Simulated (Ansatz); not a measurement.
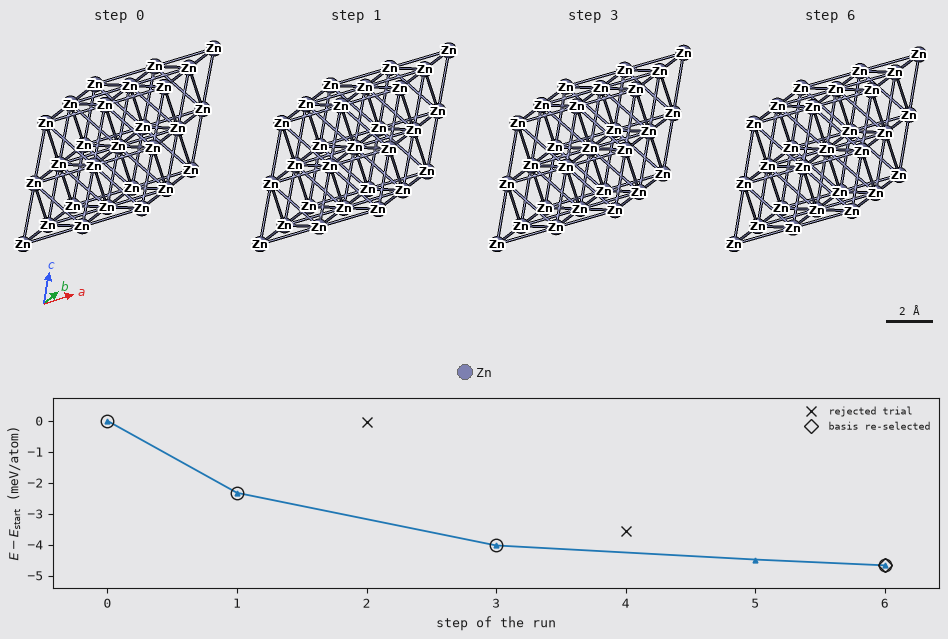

Frames of a relaxation of a crystal of Zn (set up in R-3m), marked on the history of the run. The picture is a ball-and-stick view of the cell of the calculation, seen slightly off an axis.

Case: 8 of 8 Hg sites taken by Zn, cell and atoms relaxed.

The calculation used DFT PBE, scalar-relativistic, plane waves, PAW (Ansatz).

Input
```yaml
crystal:
  lattice:
    - [2.8394641191, -1.6393653736, -4.3487750764]
    - [-2.8394641191, -1.6393653736, -4.3487750764]
    - [0.0, 3.278730747, -4.3487750765]
  atoms:
    - { symbol: Zn, position: [0.5, 0.5, 0.5] }
    - { symbol: Zn, position: [0.5, 0.5, 0.0] }
    - { symbol: Zn, position: [0.0, 0.5, 0.5] }
    - { symbol: Zn, position: [0.0, 0.5, 0.0] }
    - { symbol: Zn, position: [0.5, 0.0, 0.5] }
    - { symbol: Zn, position: [0.5, 0.0, 0.0] }
    - { symbol: Zn, position: [0.0, 0.0, 0.5] }
    - { symbol: Zn, position: [0.0, 0.0, 0.0] }
basis:
  ecutwfc: 420
kpoints:
  mp_grid: { grid: [6, 6, 6] }
hamiltonian:
  xc: pbe
scf:
  occupations: { method: gaussian, width: 0.1 }
output:
  forces: true
  stress: true
  eigenvalues: true
relax:
  adjacent_minimum: "off"
  f_tol: 0.015
  max_steps: 60
  cell: { stress_tol: 0.15 }
```

Launched with:
```bash
ansatz run input.yaml --threads 1 --pin off --max-ram 2560MiB --backend cpu --events-out ev --progress --plain --runs-dir out
```

> Describe the path.

No atom moves by more than 0.005 Å relative to the cell. The volume changes by +1.0 %, with a = b = c 5.446 → 5.382 Å (−1.2 %), α 62.8° → 65.2°, β 62.8° → 65.2°, γ 62.8° → 65.2°. Among the contacts that change: Zn1–Zn4 2.839 → 2.898 Å, Zn1–Zn2 2.723 → 2.691 Å. The space group stays R-3m (No. 166). The energy falls by 4.7 meV per atom in 3 accepted moves (6 points after the start). All forces vanish by symmetry, so only the cell relaxes. Pressure: 0.09 GPa at the start and −0.02 GPa at the end. The line search rejected the trial steps at points 2, 4 of the run. The SCF was repeated once at an unchanged geometry on a basis and grid sized afresh for the cell, which shifted the energy by 0.2 meV per atom at most. From step 0 to 1: volume +0.4 %, energy −2.3 meV per atom. From step 1 to 3: volume +0.6 %, energy −1.7 meV per atom. From step 3 to 6: energy −0.6 meV per atom.

```tsv
step	E − E(0), meV/atom	pressure, GPa	volume, Å³/atom	note
0	0.00	0.09	15.182	
1	-2.33	-0.11	15.246	
2	-0.05	2.26	14.937	rejected
3	-4.03	-0.24	15.338	
4	-3.55	0.09	15.353	rejected
5	-4.48	-0.02	15.332	
6	-4.67	-0.02	15.332	same geometry, new basis
```
